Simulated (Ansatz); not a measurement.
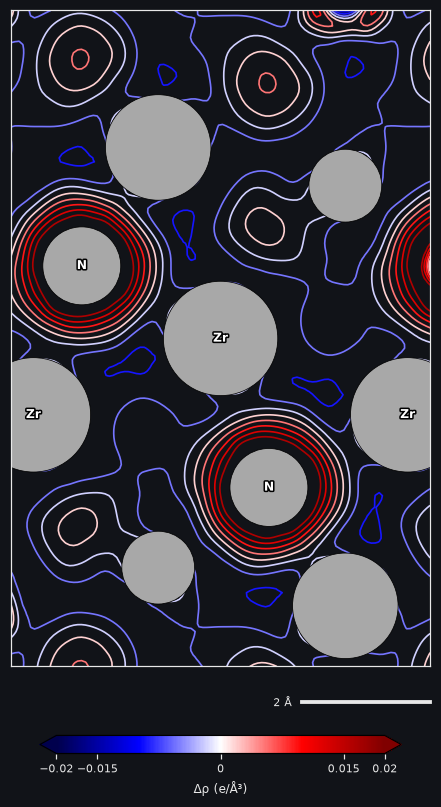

Zr$_{3}$N$_{4}$. Difference of the valence pseudo-densities of two functionals at the same geometry, on the (110) plane of the calculation cell: one of PBE and r2SCAN less the other.

Both computed with Ansatz (plane waves, PAW), on the same k-point mesh. Grey discs cover the atomic cores.

```
CELL_PARAMETERS angstrom
-3.37000 3.37000 3.37000
3.37000 -3.37000 3.37000
3.37000 3.37000 -3.37000
ATOMIC_POSITIONS crystal
Zr 0.25000 0.62500 0.37500
Zr 0.37500 0.25000 0.62500
Zr 0.75000 0.87500 0.12500
Zr 0.12500 0.75000 0.87500
Zr 0.62500 0.37500 0.25000
Zr 0.87500 0.12500 0.75000
N 0.13742 0.13742 0.13742
N 0.86258 0.50000 0.00000
N 0.50000 0.00000 0.36258
N 0.00000 0.86258 0.50000
N 0.36258 0.50000 0.00000
N 0.63742 0.63742 0.63742
N 0.00000 0.36258 0.50000
N 0.50000 0.00000 0.86258
```

Q: Which was subtracted from which, and what does the map show?

A: It is r2SCAN less PBE. Against PBE, r2SCAN gives less density around Zr (−0.005 e/Å³ on average at 1.2 Å from the nucleus), more density around N (+0.017 e/Å³ on average at 0.8 Å from the nucleus) and a change of −0.009 e/Å³ at the midpoint of Zr–Zr.
